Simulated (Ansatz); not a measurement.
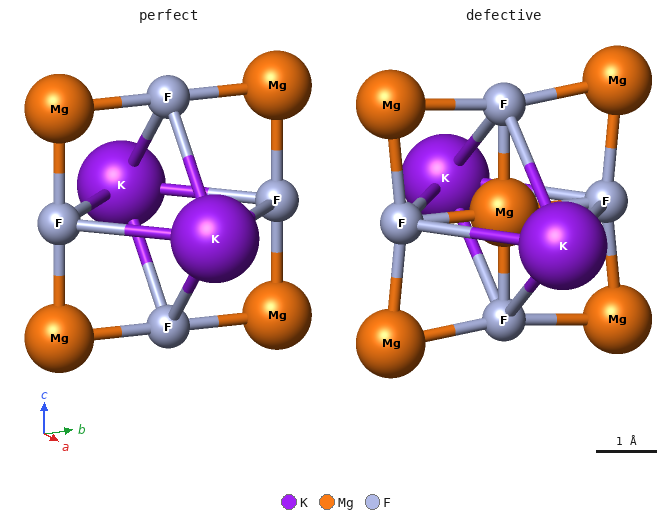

Left: perfect KMgF$_{3}$. Right: the same region with one point defect, after relaxing the atoms in a supercell of 40 sites. Style: ball-and-stick. Shown: the atoms within 3.3 Å of one point, slightly off an axis.

All numbers below come from Ansatz 0.2.0, DFT, PBEsol, PAW, plane waves. Set-up: plane-wave cutoff 420 eV; k-point mesh 1 × 1 × 1; mesh shifted by (0.25, 0.25, 0.25); no spin polarisation. Fermi-Dirac smearing of 0.01 eV. A uniform background neutralises the charged cell. The axes drawn are those of the host's conventional cell.

What kind of defect was made?

An extra magnesium atom is put between the host's atoms (an interstitial).

The charge state of the cell is +2.

What does the relaxation do around it?

The Mg atom starts with 2 K at 1.99 to 2.00 Å, 4 F at 1.99 to 2.00 Å around its place and ends with 4 F at 1.87 Å. Of the host's atoms, a potassium atom moves furthest from its site, by 0.52 Å. The Mg atom itself moves 0.06 Å from where it was put.

Limits of the set-up: the periodic images lie only 8.0 Å apart, so the values are limited by the cell's size; the cell is charged, on a uniform background, and energies carry no finite-size correction.
